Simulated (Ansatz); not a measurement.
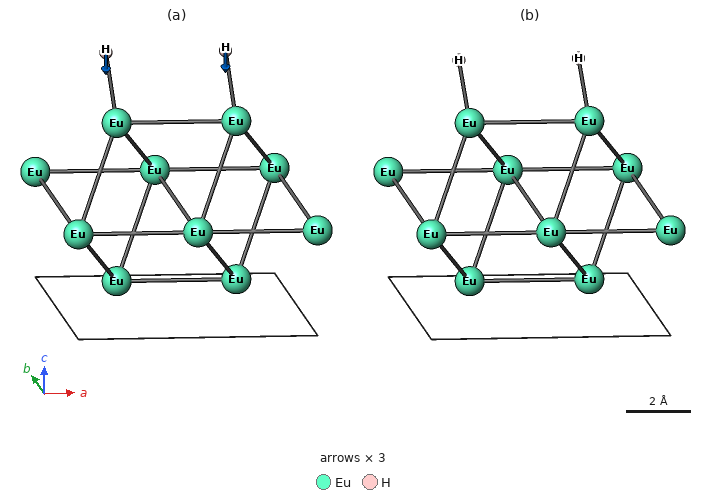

The structure of a slab of composition Eu$_{3}$H (cut from the Im-3m phase) before (left) and after (right) a constrained relaxation, at one scale. The blue arrows give the displacements, 3 times their true length.

Style: ball-and-stick. Shown: the 2 × 1 repeat of the cell, outlined in the plane, without the vacuum, from a free direction.

The slab is the (1 1 0) face of Eu with H on it. 3 atoms are held fixed.

Theory: Ansatz, DFT PBE, scalar-relativistic, plane waves, PAW.

Input
```yaml
crystal:
  lattice:
    - [3.7975493932, 0.0, 0.0]
    - [-1.2658497977, 3.5803639037, 0.0]
    - [0.0, 0.0, 25.2013721908]
  atoms:
    - { symbol: Eu, position: [0.5, 0.5, 0.3372832216], spin: 7.76 }
    - { symbol: Eu, position: [0.0, 0.0, 0.4575091009], spin: 7.72 }
    - { symbol: Eu, position: [0.5, 0.5, 0.5778110832], spin: 7.76 }
    - { symbol: H, position: [0.5, 0.75, 0.6611398791], spin: 1.0 }
basis:
  ecutwfc: 420
kpoints:
  mp_grid: { grid: [8, 8, 1] }
hamiltonian:
  xc: pbe
scf:
  occupations: { method: gaussian, width: 0.1 }
  lower_state_search: "off"
output:
  forces: true
  eigenvalues: true
  populations: true
  write_density: true
  write_potential: true
  elf: true
  volumetric_format: npy
magnetization:
  spin_polarized: true
relax:
  adjacent_minimum: "off"
  f_tol: 0.02
  max_steps: 25
  constraints: [{ sites: [0, 1, 2] }, { site: 3, fix: xy }]
efield:
  axis: 3
  dipole_correction: true
  ramp_width: 0.04
```

Command:
```bash
ansatz run input.yaml --threads 4 --pin off --max-ram 10240MiB --backend cpu --events-out ev --progress --plain --runs-dir out
```

> What changed between the two?

H4 moves most: 0.29 Å along the normal (−c). Eu stays in place. The cell stays as it was. Some distances before and after: Eu3–H4 2.305 → 2.042 Å. Over 4 geometry steps the energy falls by 0.172 eV per cell of the calculation. The largest force component goes from 1 to 0.0028 eV/Å. Cost: 2.7 min on 4 threads of Arm Neoverse V2, with other jobs on the host, peak memory 1.2 GiB.

Limits of the set-up: the periodic images lie only 3.8 Å apart, so the values are limited by the cell's size; 4f states are treated without a Hubbard U.
